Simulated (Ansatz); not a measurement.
# Al$_{2}$O$_{3}$: geometry relaxation (part 2 of 2)

Al$_{2}$O$_{3}$ (R-3c, 10 atoms in the cell); DFT PBE, scalar-relativistic, plane waves, PAW, no spin polarisation (Ansatz 0.2.0); cutoff 420 eV, 6×6×6 k-mesh, Gaussian smearing of 0.02 eV. The structure derives from an entry of the Crystallography Open Database.

Geometry of the input (Å; fractional positions):
```
2.3803  1.3742  4.3319
-2.3803  1.3742  4.3319
0.0000  -2.7485  4.3319
Al 0.3522  0.3522  0.3522
Al 0.1478  0.1478  0.1478
Al 0.6478  0.6478  0.6478
Al 0.8522  0.8522  0.8522
O  0.5567  0.9433  0.2500
O  0.2500  0.5567  0.9433
O  0.9433  0.2500  0.5567
O  0.4433  0.0567  0.7500
O  0.7500  0.4433  0.0567
O  0.0567  0.7500  0.4433
```

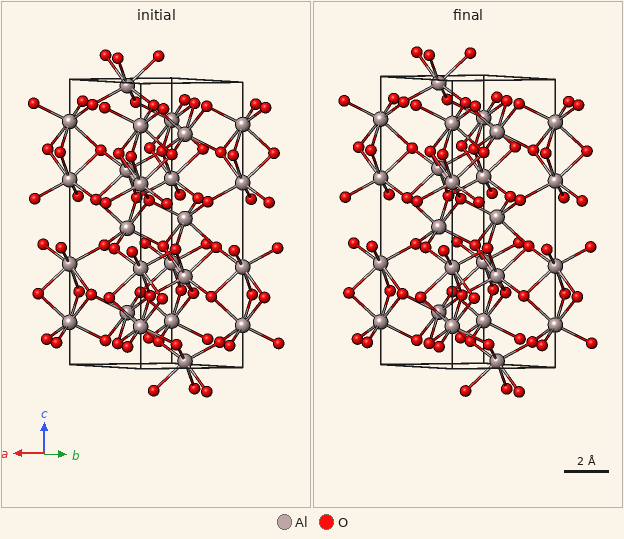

Figure 1. Before (left) and after (right) the relaxation, at one scale (ball-and-stick view of the cell 3 times as large as that of the calculation, set on its symmetry axes, with bonded neighbours outside it, seen at an oblique angle). After 5 geometry steps the energy has fallen by 5.7 meV per atom. Largest force component: 0.029 eV/Å at the start, 0.00058 eV/Å at the end. Pressure: 7.34 GPa at the start and 0.02 GPa at the end. 1 further SCF at an unchanged geometry re-selected the plane-wave basis for the new cell. No atom moves by more than 0.005 Å relative to the cell. The volume changes by +3.0 %, with a = b 4.761 → 4.809 Å (+1.0 %), c 12.996 → 13.123 Å (+1.0 %). Among the contacts that change: Al1–O10 1.854 → 1.874 Å, Al1–O5 1.973 → 1.991 Å. The space group stays R-3c (No. 167). The energy change given includes the shifts at the re-selections in mid-walk, which come without any move. A last SCF at the same geometry on a re-selected plane-wave basis shifts the energy by −0.1 meV per atom. (Atoms are counted from 1 in the order of the input.)

```
basis re-selected at this cell: Δ(F+E_penalty+E_count) = -6.030e-4 eV, ΔP = +0.006 GPa vs the last step (what re-selecting the basis moved, of the pressure what is left beyond the Pulay correction that the steps carried, after the strain that the cell walked since its last selection, with what the two solves' SCF thresholds leave and, on support functions, any second-order correction that the steps lacked; it is no measure of the basis error at this ecutwfc). This SCF's stress stands 2.06e-2 GPa from its target on what of the cell is left free (relax.cell.stress_tol is 5.00e-2 GPa) and its largest allowed force component is 5.79e-4 eV/Å (relax.f_tol is 1.00e-2 eV/Å): within both
SCF converged after 5 iterations
Free energy (F): -5569.608867 eV
Harris-Foulkes:  -5569.608867 eV  (|F-HF|=5.18e-11)
Internal energy: -5569.608867 eV  (E = F + TS)
E sigma→0 (E₀):  -5569.608867 eV
Fermi energy:    10.285356 eV
--- Per-component energies (eV) ---
  E_band       = 52.959468
  E_kinetic    = 1178.344483
  E_local      = -2008.438385  (includes V_loc(G=0)·N_el)
  E_nonlocal   = 323.392106
  E_hartree    = 743.806214
  E_xc         = -612.294251
  E_vxc        = -695.392632  (∫ρ·V_xc dr)
  E_paw        = -2820.981462  (= ΣΔE_a)
  E_vpaw       = -232.573623  (= ΣTr[D̂ρ^β])
  E_aug_tail   = 0.015143  (compensation charges beyond the density's cutoff)
  E_ewald      = -2373.452715
  E_smearing   = -0.000000  (= −TS)
  E_closure    = -0.000000  (closes the sum)
  Σ components = -5569.608867   (vs F -5569.608867, Δ=0.00e0)
--- Forces (eV/Å), atoms counted from 1 ---
  atom   1  Al     0.00000000    -0.00000000     0.00057896
  atom   2  Al     0.00000000     0.00000000    -0.00057896
  atom   3  Al    -0.00000000     0.00000000    -0.00057896
  atom   4  Al    -0.00000000    -0.00000000     0.00057896
  atom   5  O      0.00046929     0.00000000    -0.00000000
  atom   6  O     -0.00023464     0.00040641     0.00000000
  atom   7  O     -0.00023464    -0.00040641    -0.00000000
  atom   8  O     -0.00046929    -0.00000000     0.00000000
  atom   9  O      0.00023464    -0.00040641    -0.00000000
  atom  10  O      0.00023464     0.00040641     0.00000000
  max |Σ_I F_I| component: 6.40e-18 eV/Å
--- Stress (GPa, compression-positive) ---
        0.016486      -0.000000      -0.000000
       -0.000000       0.016486      -0.000000
       -0.000000      -0.000000       0.020608
  P = ⅓ Tr σ = 0.0179 GPa (0.179 kbar)
--- Band table (eV; the first three rows and the last of 32) ---
  k-point 0: bands = ["-11.6322", "-9.4200", "-9.1585", "-9.1585", "-8.8570", "-8.8570", "0.6280", "1.5892", "1.9874", "1.9874", "3.0757", "3.2042", "3.2042", "4.1851", "4.4736", "5.9889", "5.9889", "6.1269", "6.1269", "6.8998", "6.8998", "7.3290", "7.3290", "7.3600", "13.2107", "16.2833", "17.7515", "18.6462", "18.6462", "18.7968", "19.5291", "19.5291", "19.6193", "20.5182"]
  k-point 1: bands = ["-11.4950", "-9.4892", "-9.2339", "-9.1842", "-8.9213", "-8.8668", "0.7763", "1.3619", "1.8045", "2.5526", "2.5811", "3.1421", "4.0400", "4.7119", "4.7535", "5.5187", "5.8851", "6.0224", "6.1892", "6.5215", "6.7163", "7.0342", "7.2927", "7.3173", "13.8463", "16.7770", "17.3556", "18.3198", "18.3431", "18.6522", "19.6332", "19.7588", "20.0613", "20.0745"]
  k-point 2: bands = ["-11.1057", "-9.9221", "-9.2097", "-9.1822", "-9.0571", "-8.9275", "0.9638", "1.4112", "1.6318", "2.4471", "3.2059", "3.6556", "4.4106", "5.0381", "5.1490", "5.2540", "5.5725", "5.7028", "5.9665", "6.0430", "6.5584", "6.8440", "7.1540", "7.1922", "15.1631", "16.8831", "17.2582", "17.5586", "18.0604", "18.6034", "19.4273", "19.5909", "20.0543", "20.6185"]
  k-point 31: bands = ["-10.6800", "-10.6800", "-9.0254", "-9.0254", "-9.0254", "-9.0254", "1.9039", "1.9039", "3.0681", "3.0681", "3.0681", "3.0681", "3.3639", "3.3639", "5.1874", "5.1874", "5.4430", "5.4430", "5.4430", "5.4430", "7.0080", "7.0080", "7.0080", "7.0080", "15.7171", "15.7171", "18.2303", "18.2303", "19.4517", "19.4517", "19.8439", "19.8439", "19.8439", "19.8439"]
--- Relaxed structure (6 steps of the walk, 6 accepted, 2 SCFs on fresh bases) ---
  F+E_penalty+E_count = -5569.60886742 eV   max|allowed force component| = 5.790e-4 eV/Å   (the final SCF, on the basis selected at the relaxed cell)
  cell:  # Å, volume = 87.6024 Å³
    - [2.404354968323951, 1.3881549881724164, 4.374498199772046]
    - [-2.404354968323951, 1.3881549881724164, 4.374498199772046]
    - [-4.312629412666366e-34, -2.776309976395325, 4.374498199756023]
  atoms:
    - { symbol: Al, position: [0.3521453900217005, 0.3521453900217005, 0.35214539002170053] }
    - { symbol: Al, position: [0.1478546099782994, 0.1478546099782994, 0.14785460997829944] }
    - { symbol: Al, position: [0.6478546099782994, 0.6478546099782994, 0.6478546099782995] }
    - { symbol: Al, position: [0.8521453900217004, 0.8521453900217004, 0.8521453900217005] }
    - { symbol: O, position: [0.556171541338836, 0.9438284586611639, 0.2499999999999999] }
    - { symbol: O, position: [0.24999999999999983, 0.556171541338836, 0.9438284586611638] }
    - { symbol: O, position: [0.9438284586611638, 0.24999999999999978, 0.5561715413388358] }
    - { symbol: O, position: [0.4438284586611638, 0.05617154133883584, 0.75] }
    - { symbol: O, position: [0.7499999999999999, 0.4438284586611638, 0.05617154133883606] }
    - { symbol: O, position: [0.056171541338835895, 0.75, 0.44382845866116394] }
```

Trajectory as extended XYZ (Å, eV, eV/Å), 8 frames, from step=1 to step=8:
```
10
Lattice="2.3803 1.3742 4.3319 -2.3803 1.3742 4.3319 0.0000 -2.7485 4.3319" Properties=species:S:1:pos:R:3:forces:R:3 step=1 energy=-5569.55087 pressure_GPa=7.34
Al    0.0000    0.0000    4.5765    0.0000   0.0000  -0.0290
Al    0.0000    0.0000    1.9213    0.0000   0.0000   0.0290
Al    0.0000    0.0000    8.4191    0.0000   0.0000   0.0290
Al    0.0000    0.0000   11.0743    0.0000   0.0000  -0.0290
O    -0.9203    1.3742    7.5808   -0.0251   0.0000   0.0000
O    -0.7300   -1.4841    7.5808    0.0125  -0.0217   0.0000
O     1.6503    0.1099    7.5808    0.0125   0.0217   0.0000
O     0.9203   -1.3742    5.4148    0.0251   0.0000   0.0000
O     0.7300    1.4841    5.4148   -0.0125   0.0217   0.0000
O    -1.6503   -0.1099    5.4148   -0.0125  -0.0217   0.0000
10
Lattice="2.3894 1.3795 4.3535 -2.3894 1.3795 4.3535 0.0000 -2.7591 4.3535" Properties=species:S:1:pos:R:3:forces:R:3 step=2 energy=-5569.58312 pressure_GPa=4.00
Al    0.0000    0.0000    4.5983    0.0000   0.0000  -0.0083
Al    0.0000    0.0000    1.9320    0.0000   0.0000   0.0083
Al    0.0000    0.0000    8.4623    0.0000   0.0000   0.0083
Al    0.0000    0.0000   11.1286    0.0000   0.0000  -0.0083
O    -0.9241    1.3795    7.6187   -0.0253   0.0000   0.0000
O    -0.7327   -1.4901    7.6187    0.0127  -0.0219   0.0000
O     1.6568    0.1106    7.6187    0.0127   0.0219   0.0000
O     0.9241   -1.3795    5.4419    0.0253   0.0000   0.0000
O     0.7327    1.4901    5.4419   -0.0127   0.0219   0.0000
O    -1.6568   -0.1106    5.4419   -0.0127  -0.0219   0.0000
10
Lattice="2.4033 1.3875 4.3702 -2.4033 1.3875 4.3702 0.0000 -2.7750 4.3702" Properties=species:S:1:pos:R:3:forces:R:3 step=3 energy=-5569.59322 pressure_GPa=0.13
Al    0.0000    0.0000    4.6164    0.0000   0.0000   0.0087
Al    0.0000    0.0000    1.9389    0.0000   0.0000  -0.0087
Al    0.0000    0.0000    8.4941    0.0000   0.0000  -0.0087
Al    0.0000    0.0000   11.1716    0.0000   0.0000   0.0087
O    -0.9310    1.3875    7.6478   -0.0109   0.0000   0.0000
O    -0.7361   -1.5001    7.6478    0.0054  -0.0094   0.0000
O     1.6671    0.1125    7.6478    0.0054   0.0094   0.0000
O     0.9310   -1.3875    5.4627    0.0109   0.0000   0.0000
O     0.7361    1.5001    5.4627   -0.0054   0.0094   0.0000
O    -1.6671   -0.1125    5.4627   -0.0054  -0.0094   0.0000
10
Lattice="2.4031 1.3874 4.3735 -2.4031 1.3874 4.3735 0.0000 -2.7748 4.3735" Properties=species:S:1:pos:R:3:forces:R:3 step=4 energy=-5569.59300 pressure_GPa=-0.00
Al    0.0000    0.0000    4.6201    0.0000   0.0000   0.0023
Al    0.0000    0.0000    1.9401    0.0000   0.0000  -0.0023
Al    0.0000    0.0000    8.5003    0.0000   0.0000  -0.0023
Al    0.0000    0.0000   11.1803    0.0000   0.0000   0.0023
O    -0.9316    1.3874    7.6536    0.0036   0.0000   0.0000
O    -0.7357   -1.5005    7.6536   -0.0018   0.0031   0.0000
O     1.6673    0.1131    7.6536   -0.0018  -0.0031   0.0000
O     0.9316   -1.3874    5.4668   -0.0036   0.0000   0.0000
O     0.7357    1.5005    5.4668    0.0018  -0.0031   0.0000
O    -1.6673   -0.1131    5.4668    0.0018   0.0031   0.0000
10
Lattice="2.4033 1.3875 4.3726 -2.4033 1.3875 4.3726 0.0000 -2.7751 4.3726" Properties=species:S:1:pos:R:3:forces:R:3 step=5 energy=-5569.59302 pressure_GPa=-0.00
Al    0.0000    0.0000    4.6192    0.0000   0.0000   0.0023
Al    0.0000    0.0000    1.9396    0.0000   0.0000  -0.0023
Al    0.0000    0.0000    8.4985    0.0000   0.0000  -0.0023
Al    0.0000    0.0000   11.1781    0.0000   0.0000   0.0023
O    -0.9316    1.3875    7.6520    0.0006   0.0000   0.0000
O    -0.7359   -1.5005    7.6520   -0.0003   0.0005   0.0000
O     1.6674    0.1130    7.6520   -0.0003  -0.0005   0.0000
O     0.9316   -1.3875    5.4657   -0.0006   0.0000   0.0000
O     0.7359    1.5005    5.4657    0.0003  -0.0005   0.0000
O    -1.6674   -0.1130    5.4657    0.0003   0.0005   0.0000
10
Lattice="2.4033 1.3875 4.3726 -2.4033 1.3875 4.3726 0.0000 -2.7751 4.3726" Properties=species:S:1:pos:R:3:forces:R:3 step=6 energy=-5569.60876 pressure_GPa=0.32
Al    0.0000    0.0000    4.6192    0.0000   0.0000   0.0017
Al    0.0000    0.0000    1.9396    0.0000   0.0000  -0.0017
Al    0.0000    0.0000    8.4985    0.0000   0.0000  -0.0017
Al    0.0000    0.0000   11.1781    0.0000   0.0000   0.0017
O    -0.9316    1.3875    7.6520    0.0003   0.0000   0.0000
O    -0.7359   -1.5005    7.6520   -0.0002   0.0003   0.0000
O     1.6674    0.1130    7.6520   -0.0002  -0.0003   0.0000
O     0.9316   -1.3875    5.4657   -0.0003   0.0000   0.0000
O     0.7359    1.5005    5.4657    0.0002  -0.0003   0.0000
O    -1.6674   -0.1130    5.4657    0.0002   0.0003   0.0000
10
Lattice="2.4044 1.3882 4.3745 -2.4044 1.3882 4.3745 0.0000 -2.7763 4.3745" Properties=species:S:1:pos:R:3:forces:R:3 step=7 energy=-5569.60826 pressure_GPa=0.01
Al    0.0000    0.0000    4.6214    0.0000   0.0000   0.0006
Al    0.0000    0.0000    1.9404    0.0000   0.0000  -0.0006
Al    0.0000    0.0000    8.5021    0.0000   0.0000  -0.0006
Al    0.0000    0.0000   11.1831    0.0000   0.0000   0.0006
O    -0.9321    1.3882    7.6554    0.0005   0.0000   0.0000
O    -0.7361   -1.5013    7.6554   -0.0002   0.0004   0.0000
O     1.6682    0.1131    7.6554   -0.0002  -0.0004   0.0000
O     0.9321   -1.3882    5.4681   -0.0005   0.0000   0.0000
O     0.7361    1.5013    5.4681    0.0002  -0.0004   0.0000
O    -1.6682   -0.1131    5.4681    0.0002   0.0004   0.0000
10
Lattice="2.4044 1.3882 4.3745 -2.4044 1.3882 4.3745 0.0000 -2.7763 4.3745" Properties=species:S:1:pos:R:3:forces:R:3 step=8 energy=-5569.60887 pressure_GPa=0.02
Al    0.0000    0.0000    4.6214    0.0000   0.0000   0.0006
Al    0.0000    0.0000    1.9404    0.0000   0.0000  -0.0006
Al    0.0000    0.0000    8.5021    0.0000   0.0000  -0.0006
Al    0.0000    0.0000   11.1831    0.0000   0.0000   0.0006
O    -0.9321    1.3882    7.6554    0.0005   0.0000   0.0000
O    -0.7361   -1.5013    7.6554   -0.0002   0.0004   0.0000
O     1.6682    0.1131    7.6554   -0.0002  -0.0004   0.0000
O     0.9321   -1.3882    5.4681   -0.0005   0.0000   0.0000
O     0.7361    1.5013    5.4681    0.0002  -0.0004   0.0000
O    -1.6682   -0.1131    5.4681    0.0002   0.0004   0.0000
```

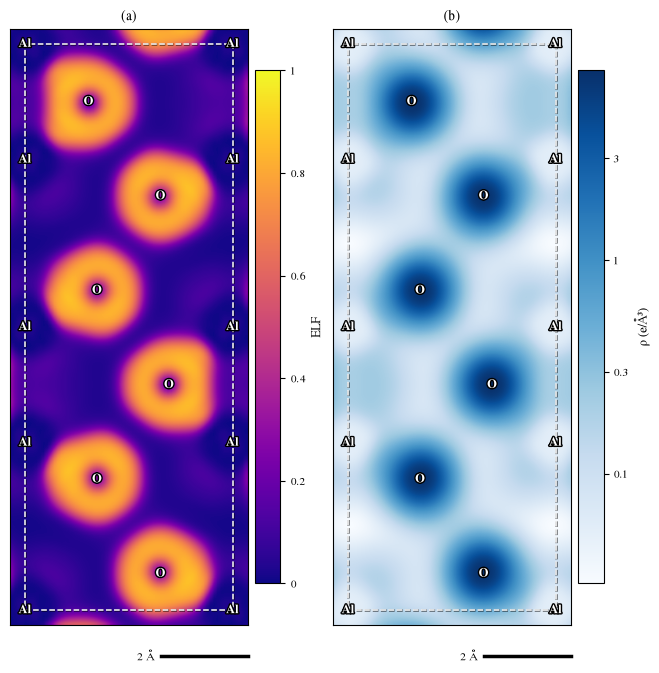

Figure 2. (a) electron localisation function; (b) valence pseudo-density on the (010) plane of the conventional cell. The section cuts through Al and O sites. Al–O (1.87 Å): ρ is about 0.63 e/Å³ halfway; the ELF is about 0.80 at the midpoint. Al–O (1.99 Å): ρ is about 0.49 e/Å³ halfway; the ELF is about 0.75 at the midpoint. Away from the nuclei the density in this plane falls to 0.03 e/Å³ at its lowest. Core electrons are frozen (PAW), so the fields are smoothed inside the atomic spheres.

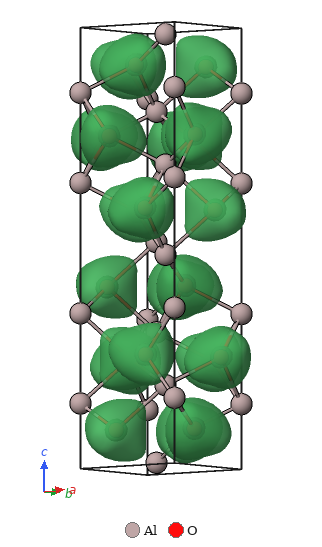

Figure 3. Isosurface of the ELF at 0.65 (green), seen at an oblique angle. Core shells and regions of very low density are left out. Sticks mark near contacts. The outline is the cell set on symmetry axes. Profiles from the grid: Al–O (1.87 Å): the ELF is about 0.80 at the midpoint. Al–O (1.99 Å): the ELF is about 0.75 at the midpoint.
